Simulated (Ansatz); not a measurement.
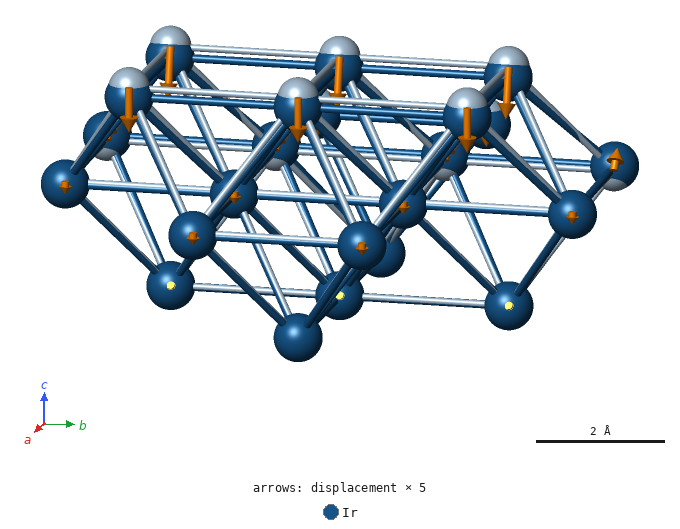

A constrained relaxation of a slab of composition Ir (cut from the Fm-3m phase). The starting structure is drawn faded, the final one solid; orange arrows show the displacements, 5 times their true length.

A ball-and-stick model of the atoms within 5.0 Å of the atom that moves most (axes of the 1 × 3 repeat of the cell, outlined in the plane, without the vacuum (origin shifted)), seen slightly off an axis.

Case: stripe over 3 of 6 cells, two steps. 12 atoms are held fixed.

Computed with DFT PBE, scalar-relativistic, plane waves, PAW (Ansatz 0.2.0).

The input:
```yaml
crystal:
  lattice:
    - [16.4218237481, 0.0, 0.0]
    - [0.0, 2.7369706247, 0.0]
    - [0.0, 0.0, 19.7413219545]
  atoms:
    - { symbol: Ir, position: [0.0, 0.0, 0.0759827535] }
    - { symbol: Ir, position: [0.0833333333, 0.5, 0.1740172465] }
    - { symbol: Ir, position: [0.1666666667, 1.0, 0.0759827535] }
    - { symbol: Ir, position: [0.25, 0.5, 0.1740172465] }
    - { symbol: Ir, position: [0.3333333333, 1.0, 0.0759827535] }
    - { symbol: Ir, position: [0.4166666667, 0.5, 0.1740172465] }
    - { symbol: Ir, position: [0.5, 0.0, 0.0759827535] }
    - { symbol: Ir, position: [0.5833333333, 0.5, 0.1740172465] }
    - { symbol: Ir, position: [0.6666666667, 1.0, 0.0759827535] }
    - { symbol: Ir, position: [0.75, 0.5, 0.1740172465] }
    - { symbol: Ir, position: [0.8333333333, 1.0, 0.0759827535] }
    - { symbol: Ir, position: [0.9166666667, 0.5, 0.1740172465] }
    - { symbol: Ir, position: [0.0, 0.0, 0.2720517395] }
    - { symbol: Ir, position: [0.0833333333, 0.5, 0.3700862325] }
    - { symbol: Ir, position: [0.1666666667, 1.0, 0.2720517395] }
    - { symbol: Ir, position: [0.25, 0.5, 0.3700862325] }
    - { symbol: Ir, position: [0.3333333333, 1.0, 0.2720517395] }
    - { symbol: Ir, position: [0.4166666667, 0.5, 0.3700862325] }
    - { symbol: Ir, position: [0.5, 0.0, 0.2720517395] }
    - { symbol: Ir, position: [0.5833333333, 0.5, 0.3700862325] }
    - { symbol: Ir, position: [0.6666666667, 1.0, 0.2720517395] }
    - { symbol: Ir, position: [0.75, 0.5, 0.3700862325] }
    - { symbol: Ir, position: [0.8333333333, 1.0, 0.2720517395] }
    - { symbol: Ir, position: [0.9166666667, 0.5, 0.3700862325] }
    - { symbol: Ir, position: [0.0, 0.0, 0.4681207254] }
    - { symbol: Ir, position: [0.1666666667, 1.0, 0.4681207254] }
    - { symbol: Ir, position: [0.3333333333, 1.0, 0.4681207254] }
basis:
  ecutwfc: 420
kpoints:
  mp_grid: { grid: [2, 12, 1] }
hamiltonian:
  xc: pbe
scf:
  occupations: { method: gaussian, width: 0.1 }
output:
  forces: true
  eigenvalues: true
  populations: true
  write_density: true
  write_potential: true
  elf: true
  volumetric_format: npy
relax:
  adjacent_minimum: "off"
  f_tol: 0.02
  max_steps: 45
  constraints: [{ sites: [0, 1, 2, 3, 4, 5, 6, 7, 8, 9, 10, 11] }]
efield:
  axis: 3
  dipole_correction: true
  ramp_width: 0.04
```

Launched with:
```bash
ansatz run input.yaml --threads 4 --pin off --max-ram 11264MiB --backend cpu --events-out ev --progress --plain --runs-dir out
```

Describe the change and its energy.

After 5 geometry steps the energy has fallen by 0.487 eV per cell of the calculation. The largest force component goes from 1.5 to 0.0074 eV/Å. The largest moves, 0.17 Å, are those of Ir25 and Ir27. Ir25 goes at 13° to the normal (−c side). The cell stays as it was. Among the contacts that change: Ir14–Ir25 2.737 → 2.634 Å, Ir14–Ir26 2.737 → 2.663 Å, Ir22–Ir23 2.737 → 2.669 Å, Ir13–Ir24 2.737 → 2.803 Å. The run took 15 min on 4 threads of Arm Neoverse V2, on a shared host, peak memory 5.5 GiB.
